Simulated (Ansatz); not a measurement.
# Os(0001) with 2 layers of random Os-Al, 2x2: scattering by chemical disorder, part 2 of 2

Wanted: resistance against the alloy's length, first Os(0001) with 2 layers of random Os-Al, 2x2.

Ansatz 0.2.0; Ansatz plane-wave DFT, PBE, PAW files; ballistic transport by layer matching (Landauer), zero bias; PAW set soft_1.

So far. Step 2 (With 2 alloy layers): Over the solved energies the transmission per spin lies between 2.53 and 2.58, out of 4.53 channels of the lead on average (up to 4.55).

## (3) With 6 alloy layers

System of this step: Os(0001) with 6 layers of random Os-Al, 2x2. The cell holds 64 atoms: 61 Os and 3 Al. Cell: a = 5.468 Å, b = 5.468 Å, c = 34.558 Å, α = 90.0°, β = 90.0°, γ = 120.0°. It derives from Os. Regions: lead, 40 atoms (40 Os); scattering region, 24 atoms (21 Os and 3 Al). The structure is stacked along c, and the current runs across the ab planes.

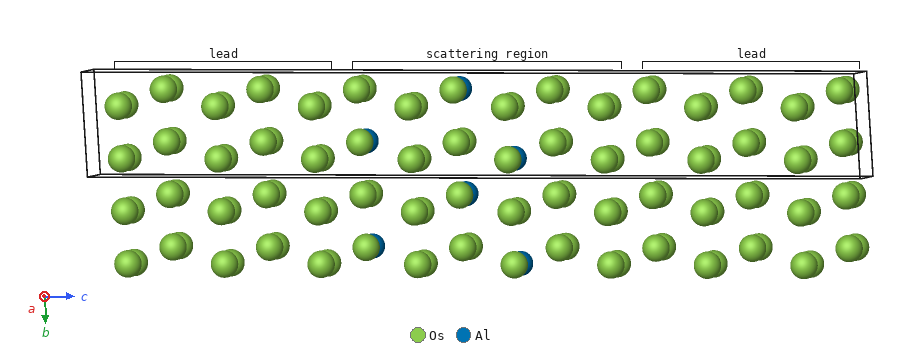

The cell of this step (osmium green, aluminium blue). 1×2×1 cells are drawn.

Contents of input.yaml:

```yaml
crystal:
  lattice:
    - [5.4682, 0.0, 0.0]
    - [-2.7341, 4.735600113, 0.0]
    - [0.0, 0.0, 34.5576]
  atoms:
    - { symbol: Os, position: [0.1666666667, 0.3333333333, 0.03125] }
    - { symbol: Os, position: [0.1666666667, 0.8333333333, 0.03125] }
    - { symbol: Os, position: [0.6666666667, 0.3333333333, 0.03125] }
    - { symbol: Os, position: [0.6666666667, 0.8333333333, 0.03125] }
    - { symbol: Os, position: [0.3333333333, 0.1666666667, 0.09375] }
    - { symbol: Os, position: [0.3333333333, 0.6666666667, 0.09375] }
    - { symbol: Os, position: [0.8333333333, 0.1666666667, 0.09375] }
    - { symbol: Os, position: [0.8333333333, 0.6666666667, 0.09375] }
    - { symbol: Os, position: [0.1666666667, 0.3333333333, 0.15625] }
    - { symbol: Os, position: [0.1666666667, 0.8333333333, 0.15625] }
    - { symbol: Os, position: [0.6666666667, 0.3333333333, 0.15625] }
    - { symbol: Os, position: [0.6666666667, 0.8333333333, 0.15625] }
    - { symbol: Os, position: [0.3333333333, 0.1666666667, 0.21875] }
    - { symbol: Os, position: [0.3333333333, 0.6666666667, 0.21875] }
    - { symbol: Os, position: [0.8333333333, 0.1666666667, 0.21875] }
    - { symbol: Os, position: [0.8333333333, 0.6666666667, 0.21875] }
    - { symbol: Os, position: [0.1666666667, 0.3333333333, 0.28125] }
    - { symbol: Os, position: [0.1666666667, 0.8333333333, 0.28125] }
    - { symbol: Os, position: [0.6666666667, 0.3333333333, 0.28125] }
    - { symbol: Os, position: [0.6666666667, 0.8333333333, 0.28125] }
    - { symbol: Os, position: [0.3333333333, 0.1666666667, 0.34375] }
    - { symbol: Al, position: [0.3333333333, 0.6666666667, 0.34375] }
    - { symbol: Os, position: [0.8333333333, 0.1666666667, 0.34375] }
    - { symbol: Os, position: [0.8333333333, 0.6666666667, 0.34375] }
    - { symbol: Os, position: [0.1666666667, 0.3333333333, 0.40625] }
    - { symbol: Os, position: [0.1666666667, 0.8333333333, 0.40625] }
    - { symbol: Os, position: [0.6666666667, 0.3333333333, 0.40625] }
    - { symbol: Os, position: [0.6666666667, 0.8333333333, 0.40625] }
    - { symbol: Al, position: [0.3333333333, 0.1666666667, 0.46875] }
    - { symbol: Os, position: [0.3333333333, 0.6666666667, 0.46875] }
    - { symbol: Os, position: [0.8333333333, 0.1666666667, 0.46875] }
    - { symbol: Os, position: [0.8333333333, 0.6666666667, 0.46875] }
    - { symbol: Os, position: [0.1666666667, 0.3333333333, 0.53125] }
    - { symbol: Al, position: [0.1666666667, 0.8333333333, 0.53125] }
    - { symbol: Os, position: [0.6666666667, 0.3333333333, 0.53125] }
    - { symbol: Os, position: [0.6666666667, 0.8333333333, 0.53125] }
    - { symbol: Os, position: [0.3333333333, 0.1666666667, 0.59375] }
    - { symbol: Os, position: [0.3333333333, 0.6666666667, 0.59375] }
    - { symbol: Os, position: [0.8333333333, 0.1666666667, 0.59375] }
    - { symbol: Os, position: [0.8333333333, 0.6666666667, 0.59375] }
    - { symbol: Os, position: [0.1666666667, 0.3333333333, 0.65625] }
    - { symbol: Os, position: [0.1666666667, 0.8333333333, 0.65625] }
    - { symbol: Os, position: [0.6666666667, 0.3333333333, 0.65625] }
    - { symbol: Os, position: [0.6666666667, 0.8333333333, 0.65625] }
    - { symbol: Os, position: [0.3333333333, 0.1666666667, 0.71875] }
    - { symbol: Os, position: [0.3333333333, 0.6666666667, 0.71875] }
    - { symbol: Os, position: [0.8333333333, 0.1666666667, 0.71875] }
    - { symbol: Os, position: [0.8333333333, 0.6666666667, 0.71875] }
    - { symbol: Os, position: [0.1666666667, 0.3333333333, 0.78125] }
    - { symbol: Os, position: [0.1666666667, 0.8333333333, 0.78125] }
    - { symbol: Os, position: [0.6666666667, 0.3333333333, 0.78125] }
    - { symbol: Os, position: [0.6666666667, 0.8333333333, 0.78125] }
    - { symbol: Os, position: [0.3333333333, 0.1666666667, 0.84375] }
    - { symbol: Os, position: [0.3333333333, 0.6666666667, 0.84375] }
    - { symbol: Os, position: [0.8333333333, 0.1666666667, 0.84375] }
    - { symbol: Os, position: [0.8333333333, 0.6666666667, 0.84375] }
    - { symbol: Os, position: [0.1666666667, 0.3333333333, 0.90625] }
    - { symbol: Os, position: [0.1666666667, 0.8333333333, 0.90625] }
    - { symbol: Os, position: [0.6666666667, 0.3333333333, 0.90625] }
    - { symbol: Os, position: [0.6666666667, 0.8333333333, 0.90625] }
    - { symbol: Os, position: [0.3333333333, 0.1666666667, 0.96875] }
    - { symbol: Os, position: [0.3333333333, 0.6666666667, 0.96875] }
    - { symbol: Os, position: [0.8333333333, 0.1666666667, 0.96875] }
    - { symbol: Os, position: [0.8333333333, 0.6666666667, 0.96875] }
kpoints:
  mp_grid: { grid: [5, 5, 1] }
hamiltonian:
  xc: pbe
  pseudopotentials: { kind: paw, azcp: { folder: soft_1 } }
scf:
  occupations: { method: fermi_dirac, width: 0.1 }
output:
  transmission:
    leads: [[0, 8]]
    kmesh: [10, 10]
    e_range: [-0.05, 0.05]
    de: 0.05
  write_potential: true
  write_density: true
  volumetric_format: npy
```

Run with:

```bash
ansatz run input.yaml --threads 4 --pin off --max-ram 15360MiB --backend cpu --events-out ev --progress --plain --runs-dir out
```

Numbers of over 12 decimals in the logs are rounded to 6 here.

Output:

```text
[...]
Crystal: 64 atoms, lattice volume = 894.876 Å³
Basis set: ecut = 420 eV, 17377 PW (Γ)
Bands: 591, of which v1, the nominal top of the filled ones, is band 493 counted from 1 (492 counted from 0)
Symmetry: 1 space group operations
[...]
k-points: 13 of 25 (time reversal used)
[...]
SCF iter   1: F=—  HF=-696164.065623 eV  |F-HF|=—  |Δ(HF+E_count)|=         —  Δρ=6.24e-2  dr2=2.18e2  ethr=3.10e-3  ⟨swp⟩=5.1  Hψ=24898  notcnv=0  defer=41
[...]
SCF iter   9: F=-696153.457344 eV  HF=-696153.457344 eV  |F-HF|=5.39e-8  |Δ(HF+E_count)|=   8.03e-8  Δρ=9.21e-7  dr2=5.75e-8  ethr=1.02e-11  ⟨swp⟩=7.3  Hψ=21200  notcnv=0
SCF 1 converged in 9 iterations: F = -696153.457344 eV  dr2 = 5.75e-8
[...]
transmission: 334 of 3328 steps passed
transmission: 666 of 3328 steps passed
[...]
transmission: 3328 of 3328 steps passed
SCF converged after 9 iterations
Free energy (F): -696153.457344 eV
[...]
Internal energy: -696152.002686 eV  (E = F + TS)
E sigma→0 (E₀):  -696152.730015 eV
Entropy (-TS):   -1.454658 eV (-22.729 meV/atom)
Fermi energy:    25.223281 eV
[...]
--- Band table (eV; the first three rows and the last of 13) ---
  k-point 0: bands = [... 489 lower, 25.7543, 25.7918, 25.8464, 25.8579, 25.9131, 25.9751, 26.0221, 26.0497, ... 94 higher]
  k-point 1: bands = [... 489 lower, 25.4034, 25.4282, 25.4570, 25.5780, 25.6488, 25.7139, 25.7382, 25.8966, ... 94 higher]
  k-point 2: bands = [... 489 lower, 24.9786, 25.0024, 25.0215, 25.0637, 25.1134, 25.1872, 25.2276, 25.2694, ... 94 higher]
  k-point 12: bands = [... 489 lower, 25.0772, 25.1366, 25.1901, 25.2266, 25.3048, 25.3357, 25.3552, 25.3806, ... 94 higher]
--- Transmission ---
  basis      : 223 plane waves across, 64 finite elements along
  points     : 52, standing for a mesh of 10 x 10
[...]
channels       : 4.550000e0 a spin
[...]
junction   : crystal 0 to crystal 0, -1.46 to 28.78 Å
    transmission   : 1.610480e0 a spin
[...]
```

It took 16 min on 4 threads of Arm Neoverse V1, shared host; peak memory 10 GiB.

This step gave:

```yaml
free_energy: -696153.4573 eV
energy_at_zero_smearing: -696152.7300 eV
fermi_energy: 25.22 eV
transmission_per_spin_nearest_the_fermi_level: 1.610
step_of_the_lead_s_potential: 8.2 meV
```

Per spin. Transmission, zone mean against energy, zero at the Fermi level:

| energy (eV) | transmission, zone mean |
| --- | --- |
| -0.0500 | 1.61 |
| 0.0000 | 1.61 |
| 0.0500 | 1.60 |

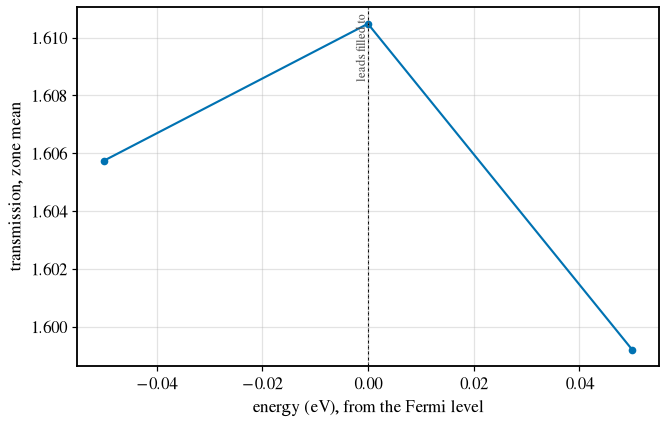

Transmission, zone mean against energy.

Over the solved energies the transmission per spin lies between 1.60 and 1.61, out of 4.53 channels of the lead on average (up to 4.55).

## (4) With 10 alloy layers

System of this step: Os(0001) with 10 layers of random Os-Al, 2x2. The cell holds 80 atoms: 75 Os and 5 Al. Cell: a = 5.468 Å, b = 5.468 Å, c = 43.197 Å, α = 90.0°, β = 90.0°, γ = 120.0°. It derives from Os. Regions: lead, 40 atoms (40 Os); scattering region, 40 atoms (35 Os and 5 Al). The structure is stacked along c, and the current runs across the ab planes.

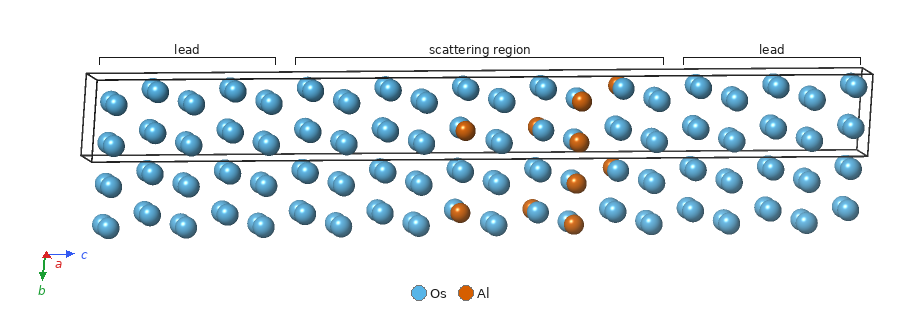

The cell of this step (osmium blue, aluminium orange). 1×2×1 cells are drawn.

Contents of input.yaml:

```yaml
crystal:
  lattice:
    - [5.4682, 0.0, 0.0]
    - [-2.7341, 4.735600113, 0.0]
    - [0.0, 0.0, 43.197]
  atoms:
    - { symbol: Os, position: [0.1666666667, 0.3333333333, 0.025] }
    - { symbol: Os, position: [0.1666666667, 0.8333333333, 0.025] }
    - { symbol: Os, position: [0.6666666667, 0.3333333333, 0.025] }
    - { symbol: Os, position: [0.6666666667, 0.8333333333, 0.025] }
    - { symbol: Os, position: [0.3333333333, 0.1666666667, 0.075] }
    - { symbol: Os, position: [0.3333333333, 0.6666666667, 0.075] }
    - { symbol: Os, position: [0.8333333333, 0.1666666667, 0.075] }
    - { symbol: Os, position: [0.8333333333, 0.6666666667, 0.075] }
    - { symbol: Os, position: [0.1666666667, 0.3333333333, 0.125] }
    - { symbol: Os, position: [0.1666666667, 0.8333333333, 0.125] }
    - { symbol: Os, position: [0.6666666667, 0.3333333333, 0.125] }
    - { symbol: Os, position: [0.6666666667, 0.8333333333, 0.125] }
    - { symbol: Os, position: [0.3333333333, 0.1666666667, 0.175] }
    - { symbol: Os, position: [0.3333333333, 0.6666666667, 0.175] }
    - { symbol: Os, position: [0.8333333333, 0.1666666667, 0.175] }
    - { symbol: Os, position: [0.8333333333, 0.6666666667, 0.175] }
    - { symbol: Os, position: [0.1666666667, 0.3333333333, 0.225] }
    - { symbol: Os, position: [0.1666666667, 0.8333333333, 0.225] }
    - { symbol: Os, position: [0.6666666667, 0.3333333333, 0.225] }
    - { symbol: Os, position: [0.6666666667, 0.8333333333, 0.225] }
    - { symbol: Os, position: [0.3333333333, 0.1666666667, 0.275] }
    - { symbol: Os, position: [0.3333333333, 0.6666666667, 0.275] }
    - { symbol: Os, position: [0.8333333333, 0.1666666667, 0.275] }
    - { symbol: Os, position: [0.8333333333, 0.6666666667, 0.275] }
    - { symbol: Os, position: [0.1666666667, 0.3333333333, 0.325] }
    - { symbol: Os, position: [0.1666666667, 0.8333333333, 0.325] }
    - { symbol: Os, position: [0.6666666667, 0.3333333333, 0.325] }
    - { symbol: Os, position: [0.6666666667, 0.8333333333, 0.325] }
    - { symbol: Os, position: [0.3333333333, 0.1666666667, 0.375] }
    - { symbol: Os, position: [0.3333333333, 0.6666666667, 0.375] }
    - { symbol: Os, position: [0.8333333333, 0.1666666667, 0.375] }
    - { symbol: Os, position: [0.8333333333, 0.6666666667, 0.375] }
    - { symbol: Os, position: [0.1666666667, 0.3333333333, 0.425] }
    - { symbol: Os, position: [0.1666666667, 0.8333333333, 0.425] }
    - { symbol: Os, position: [0.6666666667, 0.3333333333, 0.425] }
    - { symbol: Os, position: [0.6666666667, 0.8333333333, 0.425] }
    - { symbol: Os, position: [0.3333333333, 0.1666666667, 0.475] }
    - { symbol: Os, position: [0.3333333333, 0.6666666667, 0.475] }
    - { symbol: Os, position: [0.8333333333, 0.1666666667, 0.475] }
    - { symbol: Al, position: [0.8333333333, 0.6666666667, 0.475] }
    - { symbol: Os, position: [0.1666666667, 0.3333333333, 0.525] }
    - { symbol: Os, position: [0.1666666667, 0.8333333333, 0.525] }
    - { symbol: Os, position: [0.6666666667, 0.3333333333, 0.525] }
    - { symbol: Os, position: [0.6666666667, 0.8333333333, 0.525] }
    - { symbol: Os, position: [0.3333333333, 0.1666666667, 0.575] }
    - { symbol: Al, position: [0.3333333333, 0.6666666667, 0.575] }
    - { symbol: Os, position: [0.8333333333, 0.1666666667, 0.575] }
    - { symbol: Os, position: [0.8333333333, 0.6666666667, 0.575] }
    - { symbol: Os, position: [0.1666666667, 0.3333333333, 0.625] }
    - { symbol: Os, position: [0.1666666667, 0.8333333333, 0.625] }
    - { symbol: Al, position: [0.6666666667, 0.3333333333, 0.625] }
    - { symbol: Al, position: [0.6666666667, 0.8333333333, 0.625] }
    - { symbol: Al, position: [0.3333333333, 0.1666666667, 0.675] }
    - { symbol: Os, position: [0.3333333333, 0.6666666667, 0.675] }
    - { symbol: Os, position: [0.8333333333, 0.1666666667, 0.675] }
    - { symbol: Os, position: [0.8333333333, 0.6666666667, 0.675] }
    - { symbol: Os, position: [0.1666666667, 0.3333333333, 0.725] }
    - { symbol: Os, position: [0.1666666667, 0.8333333333, 0.725] }
    - { symbol: Os, position: [0.6666666667, 0.3333333333, 0.725] }
    - { symbol: Os, position: [0.6666666667, 0.8333333333, 0.725] }
    - { symbol: Os, position: [0.3333333333, 0.1666666667, 0.775] }
    - { symbol: Os, position: [0.3333333333, 0.6666666667, 0.775] }
    - { symbol: Os, position: [0.8333333333, 0.1666666667, 0.775] }
    - { symbol: Os, position: [0.8333333333, 0.6666666667, 0.775] }
    - { symbol: Os, position: [0.1666666667, 0.3333333333, 0.825] }
    - { symbol: Os, position: [0.1666666667, 0.8333333333, 0.825] }
    - { symbol: Os, position: [0.6666666667, 0.3333333333, 0.825] }
    - { symbol: Os, position: [0.6666666667, 0.8333333333, 0.825] }
    - { symbol: Os, position: [0.3333333333, 0.1666666667, 0.875] }
    - { symbol: Os, position: [0.3333333333, 0.6666666667, 0.875] }
    - { symbol: Os, position: [0.8333333333, 0.1666666667, 0.875] }
    - { symbol: Os, position: [0.8333333333, 0.6666666667, 0.875] }
    - { symbol: Os, position: [0.1666666667, 0.3333333333, 0.925] }
    - { symbol: Os, position: [0.1666666667, 0.8333333333, 0.925] }
    - { symbol: Os, position: [0.6666666667, 0.3333333333, 0.925] }
    - { symbol: Os, position: [0.6666666667, 0.8333333333, 0.925] }
    - { symbol: Os, position: [0.3333333333, 0.1666666667, 0.975] }
    - { symbol: Os, position: [0.3333333333, 0.6666666667, 0.975] }
    - { symbol: Os, position: [0.8333333333, 0.1666666667, 0.975] }
    - { symbol: Os, position: [0.8333333333, 0.6666666667, 0.975] }
kpoints:
  mp_grid: { grid: [5, 5, 1] }
hamiltonian:
  xc: pbe
  pseudopotentials: { kind: paw, azcp: { folder: soft_1 } }
scf:
  occupations: { method: fermi_dirac, width: 0.1 }
output:
  transmission:
    leads: [[0, 8]]
    kmesh: [10, 10]
    e_range: [-0.05, 0.05]
    de: 0.05
  write_potential: true
  write_density: true
  volumetric_format: npy
```

Output:

```text
[...]
Crystal: 80 atoms, lattice volume = 1118.595 Å³
Basis set: ecut = 420 eV, 21739 PW (Γ)
Bands: 729, of which v1, the nominal top of the filled ones, is band 608 counted from 1 (607 counted from 0)
Symmetry: 1 space group operations
[...]
k-points: 13 of 25 (time reversal used)
[...]
SCF iter   1: F=—  HF=-856645.795328 eV  |F-HF|=—  |Δ(HF+E_count)|=         —  Δρ=6.50e-2  dr2=6.68e2  ethr=3.10e-3  ⟨swp⟩=5.1  Hψ=31377  notcnv=0  defer=52
[...]
SCF iter  10: F=-856631.368823 eV  HF=-856631.368823 eV  |F-HF|=3.15e-8  |Δ(HF+E_count)|=   1.22e-8  Δρ=4.05e-7  dr2=3.23e-8  ethr=8.23e-12  ⟨swp⟩=7.4  Hψ=19992  notcnv=0
SCF 1 converged in 10 iterations: F = -856631.368823 eV  dr2 = 3.23e-8
[...]
transmission: 417 of 4160 steps passed
transmission: 832 of 4160 steps passed
[...]
transmission: 4160 of 4160 steps passed
SCF converged after 10 iterations
Free energy (F): -856631.368823 eV
[...]
Internal energy: -856629.488167 eV  (E = F + TS)
E sigma→0 (E₀):  -856630.428495 eV
Entropy (-TS):   -1.880655 eV (-23.508 meV/atom)
Fermi energy:    24.963266 eV
[...]
--- Band table (eV; the first three rows and the last of 13) ---
  k-point 0: bands = [... 604 lower, 25.4876, 25.5021, 25.5166, 25.5930, 25.6133, 25.6168, 25.6709, 25.6930, ... 117 higher]
  k-point 1: bands = [... 604 lower, 25.1228, 25.1762, 25.1899, 25.2828, 25.3046, 25.4105, 25.4534, 25.5204, ... 117 higher]
  k-point 2: bands = [... 604 lower, 24.7276, 24.7554, 24.7787, 24.7930, 24.8217, 24.8538, 24.9105, 24.9303, ... 117 higher]
  k-point 12: bands = [... 604 lower, 24.8790, 24.9206, 24.9706, 25.0079, 25.0364, 25.0677, 25.0836, 25.1104, ... 117 higher]
--- Transmission ---
  basis      : 223 plane waves across, 80 finite elements along
  points     : 52, standing for a mesh of 10 x 10
[...]
channels       : 4.550000e0 a spin
[...]
junction   : crystal 0 to crystal 0, 3.62 to 42.50 Å
    transmission   : 1.349758e0 a spin
[...]
```

Wall time 25 min (4 threads); peak memory 8.3 GiB; 1.5 h of CPU time.

This step gave:

```yaml
free_energy: -856631.3688 eV
energy_at_zero_smearing: -856630.4285 eV
fermi_energy: 24.96 eV
transmission_per_spin_nearest_the_fermi_level: 1.350
step_of_the_lead_s_potential: 3.8 meV
```

Per spin. The transmission, zone mean by energy, zero at the Fermi level:

| energy (eV) | transmission, zone mean |
| --- | --- |
| -0.0500 | 1.37 |
| 0.0000 | 1.35 |
| 0.0500 | 1.33 |

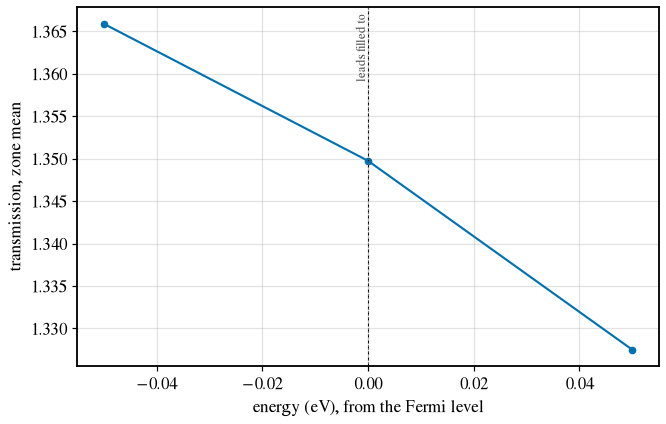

Transmission, zone mean, plotted against energy.

Over the solved energies the transmission per spin lies between 1.33 and 1.37, out of 4.53 channels of the lead on average (up to 4.55).

## (5) The fit

This step: Ansatz plane-wave DFT, PBE, PAW files; ballistic transport by layer matching (Landauer), zero bias; residual resistivity from the slope of the area resistance, atoms on the host's lattice; PAW set soft_1 (Ansatz 0.2.0).

Numbers from this step:

```
resistivity           : 67.58 µΩ cm
intercept             : 0.3451 fΩ m²
scatter about the fit : 0.08773 fΩ m²
```

Resistance, by row:

| run | length (Å) | T | channels N | RA (fΩ m²) |
| --- | --- | --- | --- | --- |
| n2 | 4.32 | 2.547 | 4.533 | 0.575 |
| n6 | 12.96 | 1.605 | 4.533 | 1.345 |
| n10 | 21.6 | 1.348 | 4.533 | 1.743 |

Table of area resistance by length of the alloy:

| length of the alloy (Å) | area resistance (fΩ m²) |
| --- | --- |
| 4.32 | 0.575 |
| 12.96 | 1.34 |
| 21.60 | 1.74 |

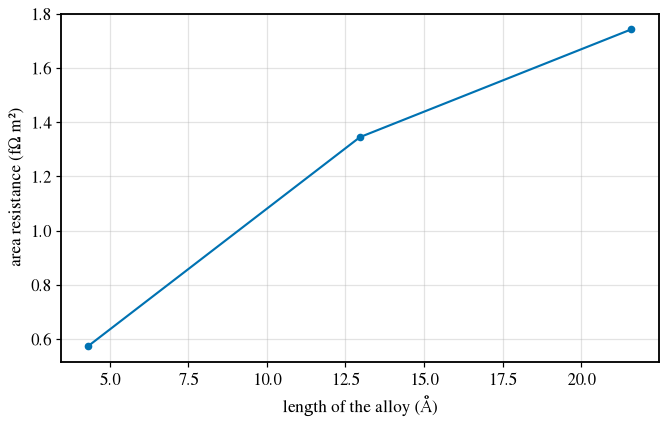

Area resistance against length of the alloy.

The area resistance goes from 0.57 to 1.7 fΩ m² between 4.3 and 21.6 Å, a slope of 68 µΩ cm.

By hand from the end points: (1.743 − 0.5750) fΩ m² / (21.60 − 4.32) Å = 68 µΩ cm, since 1 fΩ m² per Å is 1000 µΩ cm.

## (6) Results

| Quantity | Value |
| --- | --- |
| resistivity from the slope | 67.6 µΩ cm |
| area resistance over 4.32 Å | 0.575 fΩ m² |
| area resistance over 13.0 Å | 1.34 fΩ m² |
| area resistance over 21.6 Å | 1.74 fΩ m² |

What this shows: The slope gives 68 µΩ cm. The points scatter by 0.088 fΩ m² about the line, with one random draw a length in a 2x2 cell, so the slope is a rough value. Read with a model of isotropic scattering on a spherical Fermi surface and the lead's 1.4×10¹⁵ S/m², this slope means a mean free path near 8.3 Å; over these lengths the model's slope is within 3 % of its bulk resistivity. The draw over the shortest length came out nearly ordered, with 12 symmetry operations, so that point is a poor sample of a random alloy. The atoms sit on the host's lattice, so scattering by size misfit is left out. Spin-orbit coupling is left out, which matters for Os.

[Logs are printed without paths, hosts, clocks, repeated set-up lines and the standing remarks that a program may print on its own settings, such as how far it seeks lower states.]

[Hosts, paths, dates, database ids (printed as entryN), source tags and the programs' standing remarks are cut or masked in the printed files.]
